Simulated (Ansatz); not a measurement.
```
Ti
1.0
     2.93858    0.00000    0.00000
    -1.46929    2.54489    0.00000
     0.00000    0.00000   19.65043
Ti
3
Direct
  0.33333 0.66667 0.38167
  0.66667 0.33333 0.50000
  0.33333 0.66667 0.61833
```

Not relaxed (largest force 0.4 eV/Å); computed without spin polarisation.

All numbers below come from DFT PBE, scalar-relativistic, plane waves, PAW (Ansatz 0.2.0).

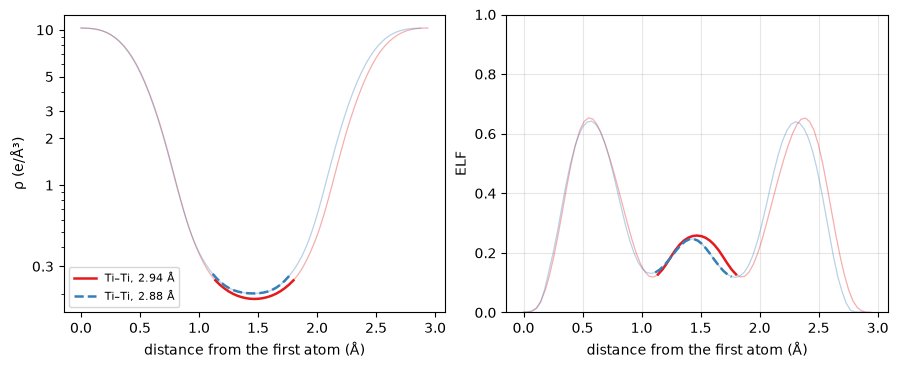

Ti (slab). Valence pseudo-density and electron localisation function along straight lines between neighbouring atoms. Thin, pale parts lie inside the atomic spheres.

In a PAW calculation such maps are meaningful between the atoms, not at the nuclei.

> What can be read from the curves?

Ti–Ti (2.94 Å): the density is about 0.18 e/Å³ at the midpoint; the ELF is about 0.25 at the midpoint (no localised pair shows between them).
Ti–Ti (2.88 Å): ρ at the midpoint is about 0.2 e/Å³; the ELF is about 0.25 at the midpoint (no shared electron pair shows on this line).
